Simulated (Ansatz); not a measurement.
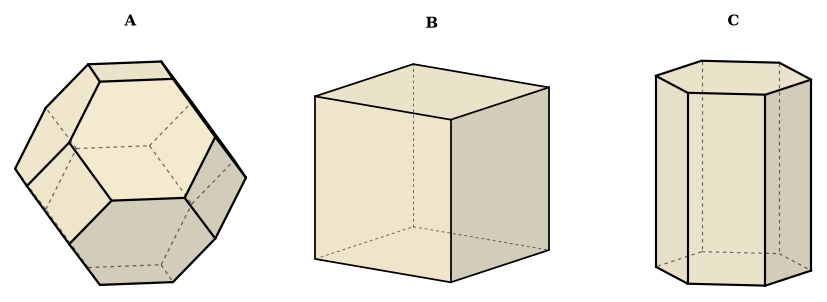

First Brillouin zones computed for the structures below (computed or model cells, partly hypothetical), each scaled to its frame and seen from the same direction (third Cartesian axis up).

**Match each zone to its crystal.**
1. Mo, No. 227, Fd-3m, origin choice 1, a = 5.69 Å, b = 5.69 Å, c = 5.69 Å, α = 90.00°, β = 90.00°, γ = 90.00°
2. Co, Pm-3n, No. 223, a = 4.34 Å, b = 4.34 Å, c = 4.34 Å, α = 90.00°, β = 90.00°, γ = 90.00°
3. Pt, No. 191, P6/mmm, a = 4.53 Å, b = 4.53 Å, c = 2.70 Å, α = 90.00°, β = 90.00°, γ = 120.00°

A is 1 (face-centred cubic, a truncated octahedron); B is 2 (simple cubic, a parallelepiped); C is 3 (primitive hexagonal, a hexagonal prism).
